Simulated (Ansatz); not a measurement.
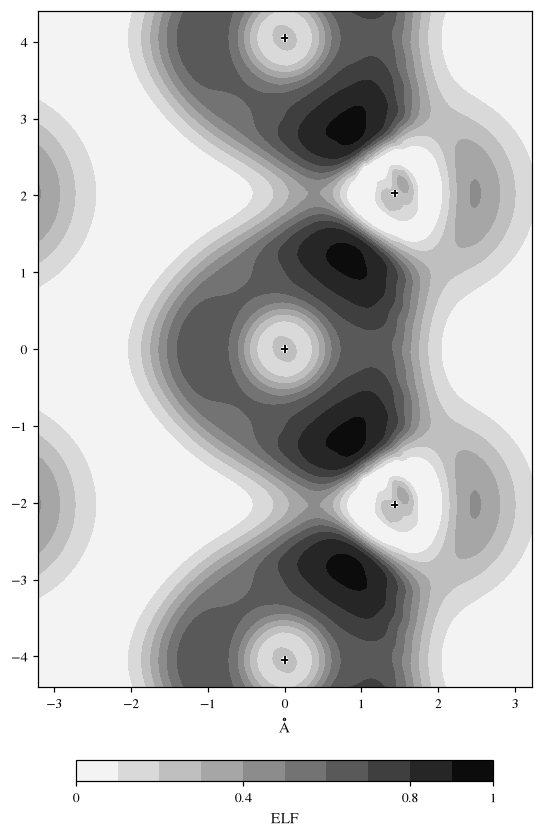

The electron localisation function on a plane through atoms (crosses mark nuclei in the plane).

Theory: Ansatz, DFT PBE, scalar-relativistic, plane waves, PAW.

Candidates:
A. AlAs, a = 5.73 Å, b = 5.73 Å, c = 5.73 Å, α = 90.00°, β = 90.00°, γ = 90.00°. Space group F-43m.
B. C, a = 2.47 Å, b = 2.47 Å, c = 12.79 Å, α = 90.08°, β = 89.92°, γ = 120.00°. Space group R-3m; a structure from a database of computed crystals, not necessarily the ambient phase.

> Which candidate gave the map?

Candidate A: AlAs on the (011) plane of the conventional cell, which holds As and Al. Al–As (2.48 Å): the ELF peaks at about 0.90 between the atoms; localised, covalent bonding.
